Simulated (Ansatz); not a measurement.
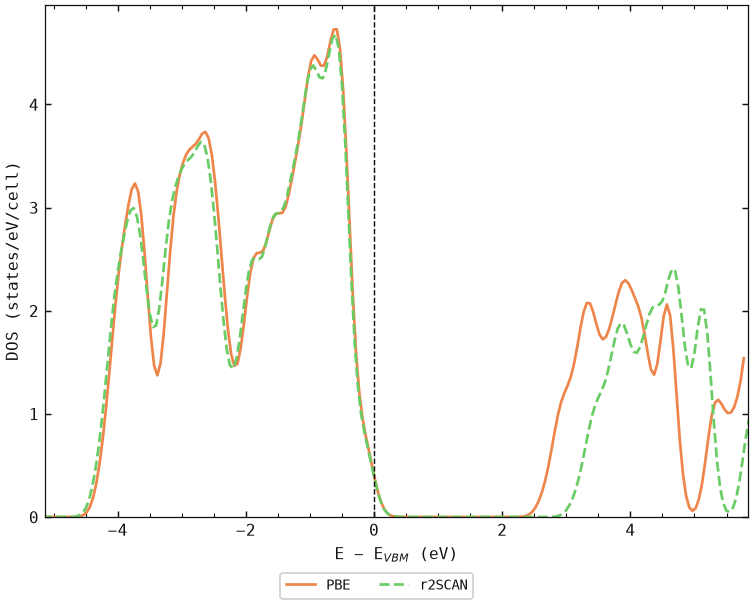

Total densities of states of MgI₂, space group R3m (No. 160), 3 atoms in the cell, 3R (MoS2) bulk type, epitaxial (xy) strain −1.5%, by two methods on the same cell. The curves are built from the levels of the k mesh with Gaussians 0.3 eV wide, which also blur the band edges. Each is counted from its own valence-band top.

Question: How do the methods compare?

Answer: PBE gives a gap of 2.65 eV and r2SCAN gives a gap of 3.15 eV.

Settings. PBE: DFT, PBE, plane waves, PAW, no spin polarisation, 8×8×8 k mesh, 420 eV cutoff (Ansatz 0.2.0). r2SCAN: DFT, r2SCAN, plane waves, PAW, no spin polarisation, 8×8×8 k mesh, 500 eV cutoff (Ansatz).

Spin-orbit coupling is left out, which matters for I.
